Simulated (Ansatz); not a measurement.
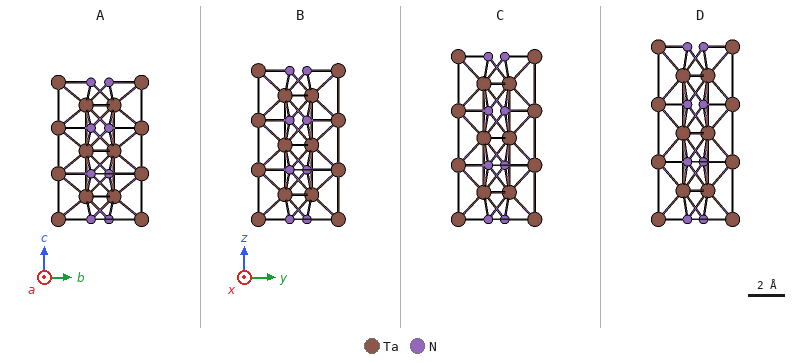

Frames of a one-coordinate scan of solid TaN (P-62m). x, y and z are the Cartesian axes of the input. Style: ball-and-stick. Shown: the cell of the calculation, repeated 1 × 1 × 3 with one cell outlined, along the a axis.

Level of theory: DFT r2SCAN, scalar-relativistic, plane waves, PAW in Ansatz 0.2.0. Set-up: plane-wave cutoff 500 eV; k-point mesh 12 × 12 × 18; occupations gaussian; smearing width 0.15 eV; no spin polarisation. Energies (free energies at the smearing named) are counted from the relaxed crystal.

> What is being scanned?

The ratio of the cell's length along z to its lengths across, counted as 1 for the reference, is changed at fixed volume (a c/a path), with the atoms kept at their fractional coordinates. In the frames the relative ratio is 0.85 (A), 0.96 (B), 1.10 (C), 1.20 (D). Their energies are 354 meV/atom, 20 meV/atom, 104 meV/atom, 351 meV/atom.
